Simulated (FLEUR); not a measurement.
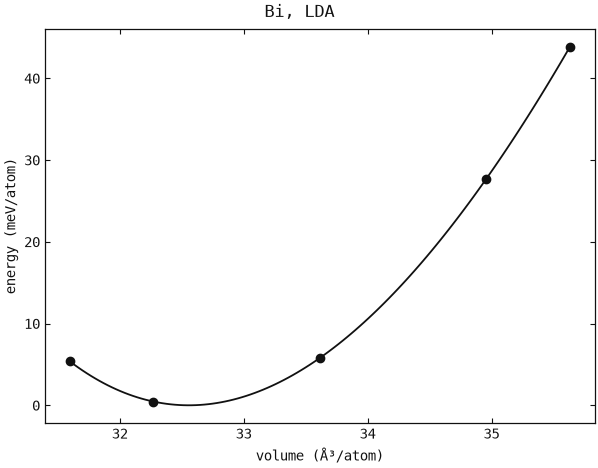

The figure shows the energy against volume for Bi, space group P2/m (No. 10).

Structure:
```
Bi
1.0
     3.23838    0.00000    0.00000
     0.00000    3.22164    0.00000
    -0.08045    0.00000    6.44389
Bi
2
Direct
  0.54425 0.00000 0.74958
  0.45575 0.00000 0.25042
```

Method: all-electron LAPW DFT, no spin polarisation; energies at scaled volumes of the given cell, shape and fractions fixed, counted from the fit's minimum, third-order Birch-Murnaghan fit (FLEUR MaX-R8.1 (later development tree)). Level: LDA.

k mesh 8×8×4; occupations Fermi–Dirac; smearing width 0.05 eV; potentials all electron; program settings basis FLAPW, kmax 4.1 1/bohr.

> What equilibrium volume and bulk modulus follow from the curve?

A third-order Birch–Murnaghan fit gives V0 = 32.56 Å³/atom, B0 = 57.4 GPa and B′ = 4.7.

Note: spin-orbit coupling left out, heavy elements; shape and atomic fractions are frozen while scaling, which makes layered, chain and framework solids too stiff.
